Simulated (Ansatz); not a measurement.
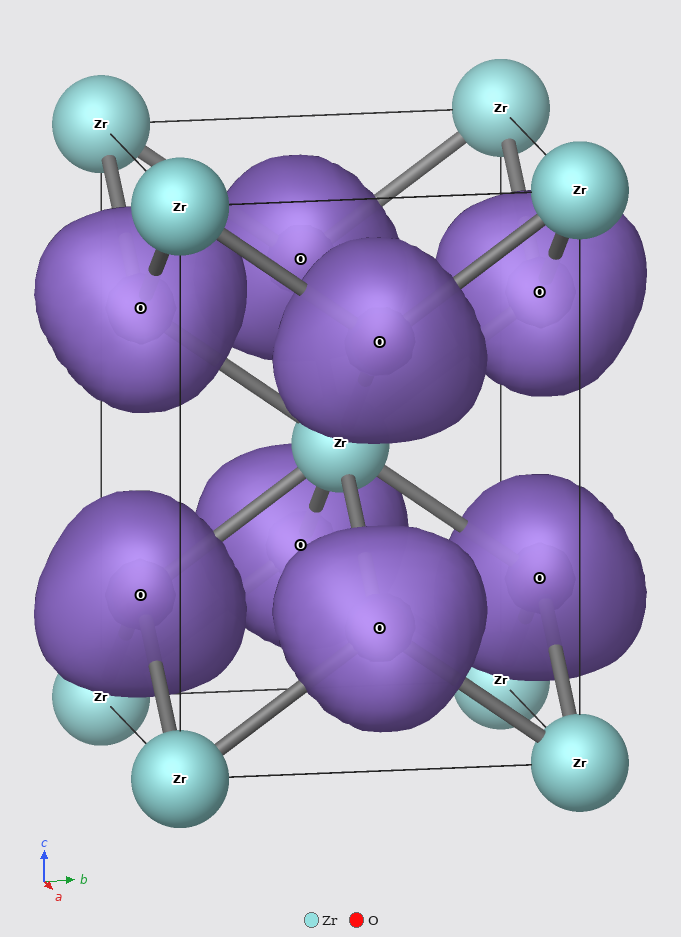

ZrO$_{2}$. Isosurface of the ELF at 0.6 (purple), seen slightly off an axis. Core shells and regions of very low density are left out. Sticks mark near contacts.

Space group I4/mmm; changed on purpose from its base cell (strain -0.030 along x and y, -0.015 along z, atoms carried along); computed pressure about 30 GPa in this cell.

Theory: DFT PBE, scalar-relativistic, plane waves, PAW (Ansatz).

> Where are the electrons localised?

The surface consists of four regions wrapped around O (the valence shell of each), counted in one cell of 6 atoms. Regions shared between cells count once.

Values along the shortest contacts:
Zr–O (2.14 Å): the ELF peaks at about 0.85 in the valence shell of O, 0.6 Å from its nucleus, and drops to about 0.20 between the two atoms; no shared electron pair shows on this line.
